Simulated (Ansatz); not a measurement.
# Run report: Hf8H2O17, geometry relaxation (part 6 of 6)

Continued. System: Hf8H2O17 (slab, 27 atoms in the cell). Method: DFT PBE+D3(BJ), scalar-relativistic, plane waves, PAW, no spin polarisation (Ansatz 0.2.0); cutoff 420 eV, 2×3×1 k-mesh, Gaussian smearing of 0.05 eV. The structure derives from a Materials Project entry. The input holds or restrains some coordinates. Forces given for the steps count only the free coordinates. It belongs to a series of runs on one base structure; here: 1 H2O a cell, upright, over a top O site.

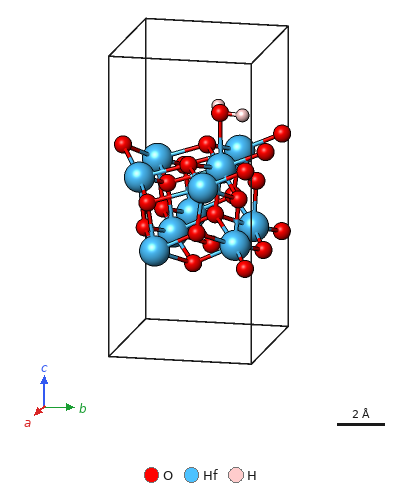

Fig. 1: The geometry at step 26 of the log (ball-and-stick view of the cell of the calculation, with the vacuum cut short, seen slightly off an axis).

### Trajectory as extended XYZ, continued
```
27
Lattice="7.1747 0.0000 0.0000 0.0000 6.3274 0.0000 0.0000 0.0000 24.3094" Properties=species:S:1:pos:R:3:forces:R:3 step=25 energy=-135489.31788
O     1.7937    3.3329    8.0000   -0.0392  -0.6026  -0.0407
O     5.3810    3.3329    8.0000    0.0477  -0.5928  -0.0422
O     0.0000    6.0453    8.3107   -0.0130   0.8870  -0.6205
O     3.5874    6.0453    8.3107    0.0086   0.8796  -0.6605
Hf    1.7937    5.1976    8.8941    0.2274  -1.7564  -0.2750
Hf    5.3810    5.1976    8.8941   -0.1932  -1.7445  -0.2844
Hf    0.0000    2.0339    8.8941   -0.0034   1.3721   0.3508
Hf    3.5874    2.0339    8.8941   -0.0223   1.7384   0.4821
O     1.7937    1.1862    9.4775    0.1318  -0.4911   0.0931
O     5.3810    1.1862    9.4775   -0.2427  -0.4571   0.1177
O     0.0000    3.8985    9.7882    0.0303   0.5221   0.4229
O     3.5874    3.8985    9.7882    0.0703   0.2407   0.4565
O     1.8350    5.3338   10.9417    0.0006  -0.0010   0.0000
O     5.3584    5.3436   10.9443    0.0053  -0.0017   0.0076
O    -0.0046    1.7116   11.0255    0.0020   0.0019  -0.0004
O     3.5777    1.7805   11.0680    0.0124  -0.0060  -0.0039
Hf    1.7737    0.9298   11.6921   -0.0245  -0.0002   0.0054
Hf    5.3594    0.9468   11.6954   -0.0131   0.0156   0.0007
Hf    0.0099    4.1780   11.8106    0.0092  -0.0012   0.0011
Hf    3.6212    4.1629   11.8604   -0.0095   0.0010  -0.0008
O     1.7339    3.1254   12.4217   -0.0030   0.0029  -0.0049
O     5.4313    3.1350   12.3789    0.0002  -0.0073   0.0007
O     0.0400    6.0682   12.6616    0.0089   0.0059  -0.0043
O     3.6190    6.1471   12.6841    0.0036  -0.0133  -0.0009
O     3.4683    4.0939   14.2823   -0.0042   0.0074   0.0025
H     3.4431    5.0835   14.2194    0.0013  -0.0026   0.0041
H     2.5406    3.8050   14.3695    0.0076   0.0025  -0.0067
27
Lattice="7.1747 0.0000 0.0000 0.0000 6.3274 0.0000 0.0000 0.0000 24.3094" Properties=species:S:1:pos:R:3:forces:R:3 step=26 energy=-135489.31788
O     1.7937    3.3329    8.0000   -0.0392  -0.6025  -0.0406
O     5.3810    3.3329    8.0000    0.0477  -0.5928  -0.0422
O     0.0000    6.0453    8.3107   -0.0130   0.8870  -0.6205
O     3.5874    6.0453    8.3107    0.0086   0.8796  -0.6605
Hf    1.7937    5.1976    8.8941    0.2274  -1.7565  -0.2751
Hf    5.3810    5.1976    8.8941   -0.1932  -1.7445  -0.2845
Hf    0.0000    2.0339    8.8941   -0.0034   1.3721   0.3507
Hf    3.5874    2.0339    8.8941   -0.0222   1.7384   0.4820
O     1.7937    1.1862    9.4775    0.1318  -0.4912   0.0932
O     5.3810    1.1862    9.4775   -0.2427  -0.4571   0.1177
O     0.0000    3.8985    9.7882    0.0303   0.5221   0.4230
O     3.5874    3.8985    9.7882    0.0702   0.2408   0.4566
O     1.8350    5.3338   10.9417    0.0006  -0.0009   0.0002
O     5.3584    5.3436   10.9443    0.0052  -0.0017   0.0077
O    -0.0046    1.7116   11.0255    0.0021   0.0018  -0.0003
O     3.5777    1.7805   11.0680    0.0123  -0.0061  -0.0038
Hf    1.7737    0.9298   11.6921   -0.0247   0.0000   0.0052
Hf    5.3594    0.9468   11.6954   -0.0129   0.0156   0.0005
Hf    0.0099    4.1780   11.8106    0.0092  -0.0013   0.0010
Hf    3.6212    4.1629   11.8604   -0.0095   0.0008  -0.0012
O     1.7339    3.1254   12.4217   -0.0029   0.0029  -0.0048
O     5.4313    3.1350   12.3789    0.0002  -0.0072   0.0008
O     0.0400    6.0682   12.6616    0.0089   0.0060  -0.0042
O     3.6190    6.1471   12.6841    0.0035  -0.0134  -0.0007
O     3.4683    4.0939   14.2823   -0.0046   0.0084   0.0026
H     3.4431    5.0835   14.2194    0.0015  -0.0033   0.0040
H     2.5406    3.8050   14.3695    0.0085   0.0027  -0.0067
```

### Key numbers

- outcome: converged under the restraints of the input
- electrons treated: 312
- free energy: −135489.3179 eV
- work function, top face: 4.07 eV
- work function, bottom face: 4.42 eV
- Fermi energy: 1.143 eV
- gap on the k-point mesh: 3.79 eV
- final volume: 1103.59 Å³
- work function (upper face): 4.07 eV
- largest force (length of the vector) at the end, held atoms and coordinates included: 1.804 eV/Å
- hardware: 4 threads of Arm Neoverse V2, 24 GiB of memory available, shared host
- wall time: 16 min (CPU time 49 min)
- peak memory: 3.2 GiB

### Notes

Warnings of the run: the exchange-correlation potential is rough where the density is thin. Spin–orbit coupling is left out, which matters for Hf.
